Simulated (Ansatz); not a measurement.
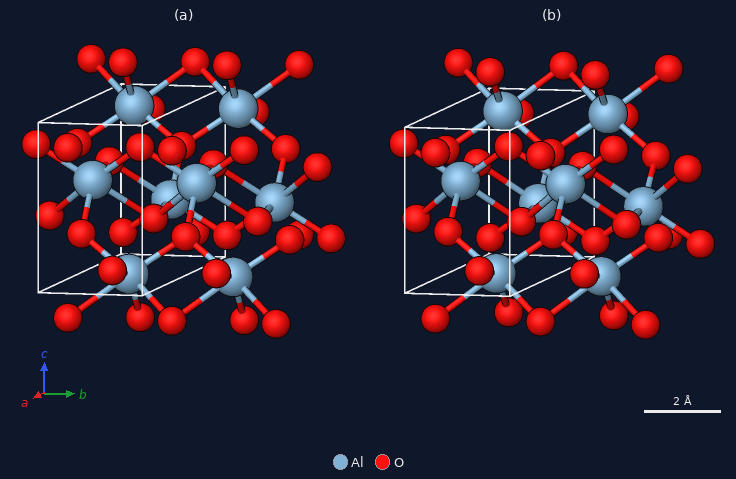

The structure of a crystal of AlO₂ (set up in Pnma) before (left) and after (right) a relaxation, at one scale.

Style: ball-and-stick. Shown: the cell of the calculation, repeated 1 × 2 × 1 with one cell outlined, slightly off an axis.

Case: volume × 0.91, shape and atoms relaxed.

Computed with DFT PBEsol, scalar-relativistic, plane waves, PAW in Ansatz 0.2.0. Set-up: plane-wave cutoff 420 eV; k-point mesh 4 × 12 × 8; occupations gaussian; smearing width 0.1 eV; collinear spin; cell relaxed at fixed volume; force threshold 0.01 eV/Å; at most 30 steps.

**Describe what moved and what it gained.**

Over 7 accepted moves (10 points after the start) the energy falls by 6.4 meV per atom. The largest force component goes from 0.27 to 0.0011 eV/Å. The pressure goes from 10.04 to 2.87 GPa. The line search rejected the trial step at point 4 of the run. At 2 points the geometry stayed and the basis and grid were re-selected for the new cell (energy shift of 0.2 meV per atom at most each time). The largest moves relative to the cell, 0.13 Å, are those of O atoms. By element the largest moves are O 0.13 Å, Al 0.07 Å. The drawn cell changes at constant volume: a 9.083 → 9.219 Å (+1.5 %), b 2.832 → 2.859 Å (+1.0 %), c 4.523 → 4.413 Å (−2.4 %). Among the contacts that change: Al–O 1.776 → 1.809 Å, Al–O 1.857 → 1.878 Å. Bond angles that change, for instance: O–Al–O 142.7° → 147.2°, O–Al–O 66.8° → 69.1°, Al–O–Al 113.2° → 110.9°. The space group stays Pnma (No. 62).
